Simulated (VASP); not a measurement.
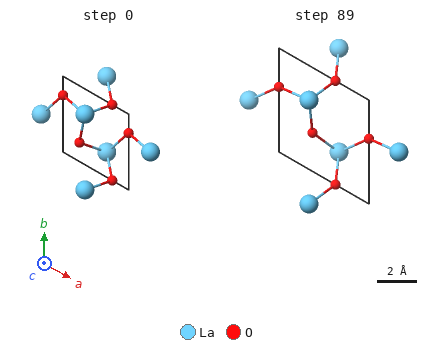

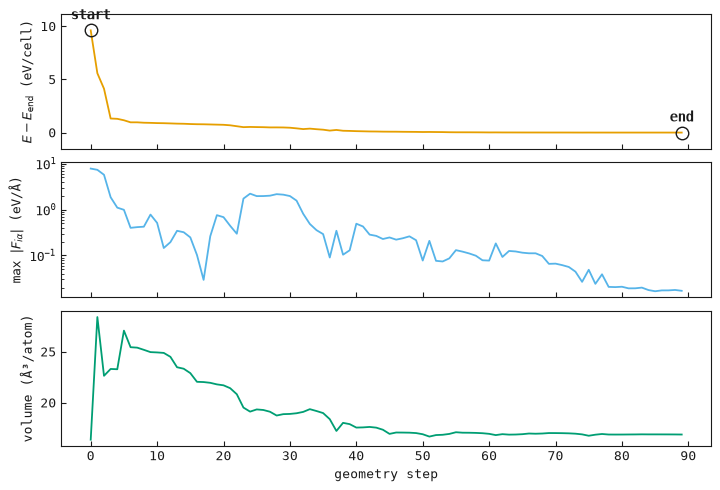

First and last geometry of a relaxation of a crystal of La$_{2}$O$_{3}$ (set up in P321), with the history of the run. Style: ball-and-stick. Shown: the cell of the calculation, along the c axis.

The run lets cell and atoms move.

Method: VASP, Kohn-Sham DFT of a periodic cell, PBE, VASP PAW PBE potentials, recommended.

Input file:
```
SYSTEM = La2O3
PREC = Accurate
ENCUT = 520
EDIFF = 1E-6
ISMEAR = 0
SIGMA = 0.1
LREAL = .False.
LASPH = .True.
NELM = 120
ALGO = Normal
ISIF = 3
LWAVE = .False.
LCHARG = .False.
GGA = PE
IBRION = 2
NSW = 90
EDIFFG = -0.01
```

Run as
```bash
cat potpaw_PBE.64/La/POTCAR potpaw_PBE.64/O/POTCAR > POTCAR
mpirun -np 1 vasp_std > vasp.out
```

### Did the run converge, and what did it change?

The relaxation stopped without meeting its thresholds, so the last structure isn't shown to be converged. The largest moves relative to the cell, 0.82 Å, are those of La atoms. By element the largest moves are La 0.82 Å, O 0.66 Å. The drawn cell changes as follows: a = b 3.930 → 5.387 Å (+37.1 %), c 6.120 → 3.358 Å (−45.1 %); the volume changes by +3.1 %. Some distances before and after: La–La 6.120 → 3.358 Å, La–O 4.829 → 2.404 Å, O–O 1.702 → 3.474 Å, La–La 3.809 → 3.111 Å. New bonds form: La–O (4.83 → 2.40 Å). Among the angles between lasting bonds that change: La–O–La 125.4° → 146.3°. The space group stays P321 (No. 150). After 89 geometry steps the energy has fallen by 9.616 eV per cell of the calculation. The largest force component goes from 7.8 to 0.017 eV/Å. The pressure goes from 41.46 to −0.15 GPa.
